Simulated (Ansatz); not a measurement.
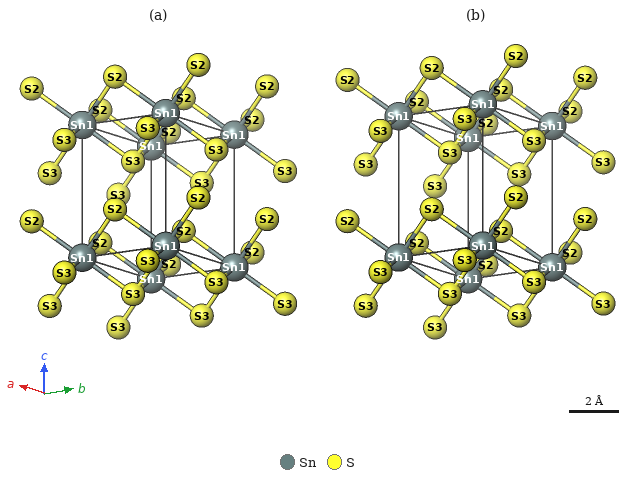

The structure of solid SnS2 (set up in P-3m1) before (left) and after (right) a relaxation, at one scale.

A ball-and-stick model of the cell of the calculation, seen from a free direction.

Method: Ansatz 0.2.0, DFT r2SCAN, scalar-relativistic, plane waves, PAW; settings changed.

Input
```yaml
crystal:
  lattice:
    - [3.639, 0.0, 0.0]
    - [-1.8195, 3.1514664444, 0.0]
    - [0.0, 0.0, 5.868]
  atoms:
    - { symbol: Sn, position: [0.0, 0.0, 0.0] }
    - { symbol: S, position: [0.3333333333, 0.6666666667, 0.25] }
    - { symbol: S, position: [0.6666666667, 0.3333333333, 0.75] }
basis:
  ecutwfc: 500
kpoints:
  mp_grid: { grid: [6, 6, 4] }
hamiltonian:
  xc: r2scan
scf:
  occupations: { method: gaussian, width: 0.02 }
  mixing: { algorithm: anderson, beta: 0.001, ndim: 1 }
  max_iter: 75
output:
  forces: true
  eigenvalues: true
  stress: true
relax:
  adjacent_minimum: "off"
  f_tol: 0.02
  max_steps: 70
  cell: { stress_tol: 0.1 }
```

Run as
```bash
ansatz run input.yaml --threads 2 --pin off --max-ram 5120MiB --backend cpu --events-out ev --progress --plain --runs-dir out
```

### Summarise the run.

The run was cut off at its time limit before the program reported convergence, but its last step already meets the force threshold: the largest component is 0.0011 eV/Å against 0.02 eV/Å. The pressure is within 0.01 GPa of its target. The input was poor on purpose: mixing far too weak. The largest moves relative to the cell, 0.10 Å, are those of S2 and S3. S3 goes along +c. Sn stays in place. The drawn cell changes as follows: a = b 3.639 → 3.675 Å (+1.0 %), c 5.868 → 6.245 Å (+6.4 %); the volume changes by +8.5 %. Some distances before and after: Sn1–S2 2.562 → 2.576 Å. The space group stays P-3m1 (No. 164). The energy falls by 9.9 meV per atom in 4 accepted moves (5 points after the start). The largest force component goes from 0.023 to 0.0011 eV/Å. Pressure: 2.10 GPa at the start and 0.01 GPa at the end. The line search rejected the trial step at point 1 of the run. The run took 82 s on 2 threads of Arm Neoverse V2, on a shared host, peak memory 0.49 GiB.
